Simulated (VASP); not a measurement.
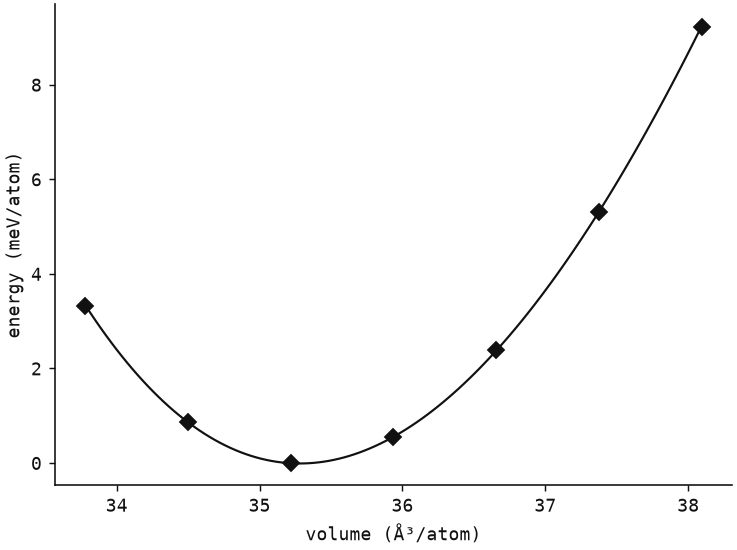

The picture above shows the energy against volume for KBr, space group Fm-3m (No. 225).

The given structure:
```xyz
2
Lattice="0.0000 3.3000 3.3000 3.3000 0.0000 3.3000 3.3000 3.3000 0.0000" Properties=species:S:1:pos:R:3 pbc="T T T"
Br    3.3000    3.3000    3.3000
K     0.0000    0.0000    0.0000
```

Calculation (VASP 6.6.1): plane-wave DFT, no spin polarisation; energies at scaled volumes of the given cell, shape and fractions fixed, counted from the fit's minimum, third-order Birch-Murnaghan fit. Level: PBEsol.

```csv
setting,value
k mesh,7×7×7
occupations,Fermi–Dirac
smearing width,0.05 eV
potentials,"VASP PAW PBE potentials, recommended"
wave cutoff,520 eV
```

This calculation gives: equilibrium volume 35.28 Å³/atom and bulk modulus 15.4 GPa.

Now K is replaced by Rb on all its sites, which gives RbBr in the same structure. Predict the effect.

The equilibrium volume rises from 35.28 to 40.20 Å³/atom (+14 %) and the bulk modulus falls from 15.4 to 13.9 GPa (−10 %).

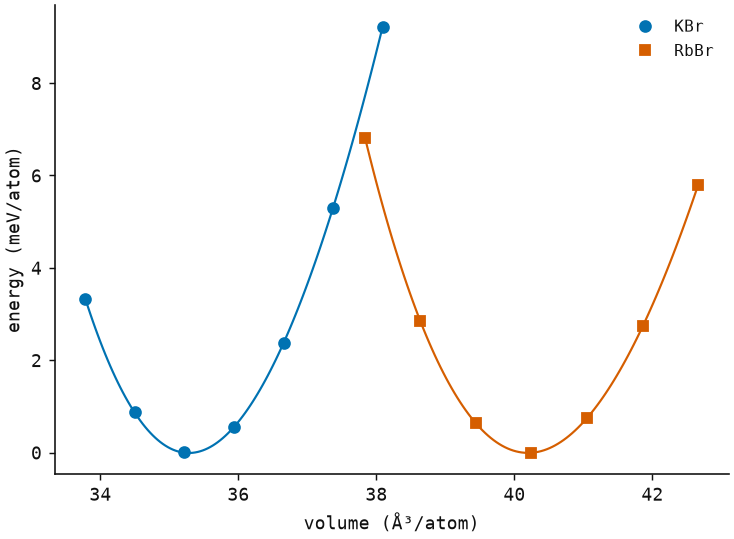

The two results together.

V0 and the bulk modulus come from third-order Birch–Murnaghan fits.
